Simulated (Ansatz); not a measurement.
W (slab)

Input

```
crystal:
  lattice:
    - [2.8271924055, 0.0, 0.0]
    - [-1.4135962028, 2.4484204446, 0.0]
    - [0.0, 0.0, 18.6167858655]
  atoms:
    - { symbol: W, position: [0.6666666667, 0.3333333333, 0.3760047546] }
    - { symbol: W, position: [0.3333333333, 0.6666666667, 0.5] }
    - { symbol: W, position: [0.0, 0.0, 0.6239952454] }
basis:
  ecutwfc: 420
kpoints:
  mp_grid: { grid: [12, 12, 1] }
hamiltonian:
  xc: pbesol
  pseudopotentials: { kind: paw, azcp: { folder: soft_1 } }
scf:
  occupations: { method: gaussian, width: 0.1 }
output:
  forces: true
  eigenvalues: true
  write_density: true
  write_potential: true
  elf: true
  volumetric_format: npy
relax:
  adjacent_minimum: "off"
  f_tol: 0.03
  max_steps: 50
  constraints: [{ sites: [0] }]
efield:
  axis: 3
  dipole_correction: true
  ramp_width: 0.04
```

Run with:

```sh
ansatz run input.yaml --threads 1 --pin off --max-ram 3072MiB --backend cpu --events-out ev --progress --plain --runs-dir out
```

PAW files of the earlier set (soft_1).

The calculation used Ansatz 0.2.0, DFT PBEsol, scalar-relativistic, plane waves, PAW.

### Predict the valence pseudo-density and electron localisation function between the atoms.

W–W (2.83 Å): ρ at the midpoint is about 0.36 e/Å³; the ELF is about 0.35 at the midpoint.

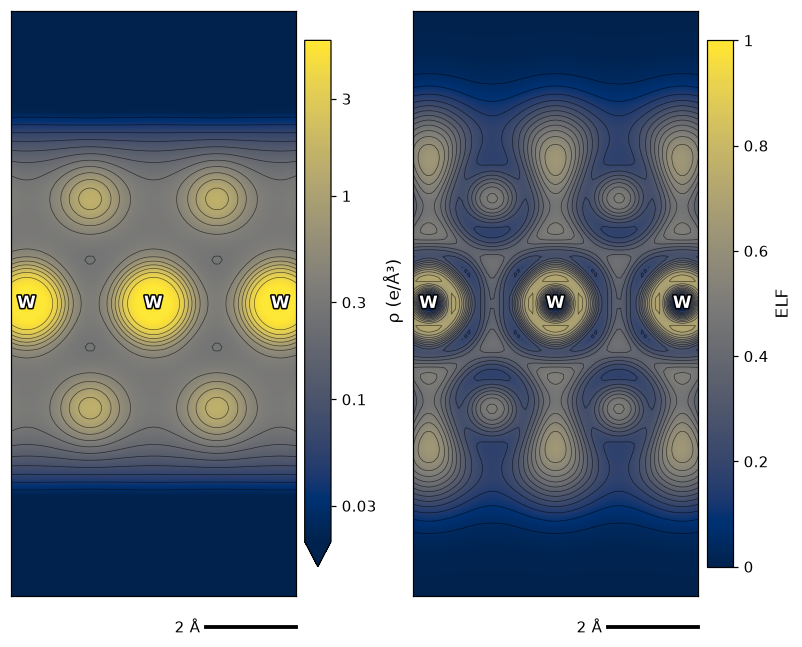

Computed valence pseudo-density and electron localisation function on the (100) plane of the calculation cell, a cut from vacuum to vacuum, in this order. Atoms just off the plane (W, 0.8 Å away) can leave unmarked features too.

The density is the valence pseudo-density of a PAW calculation; it isn't the true density close to the nuclei.
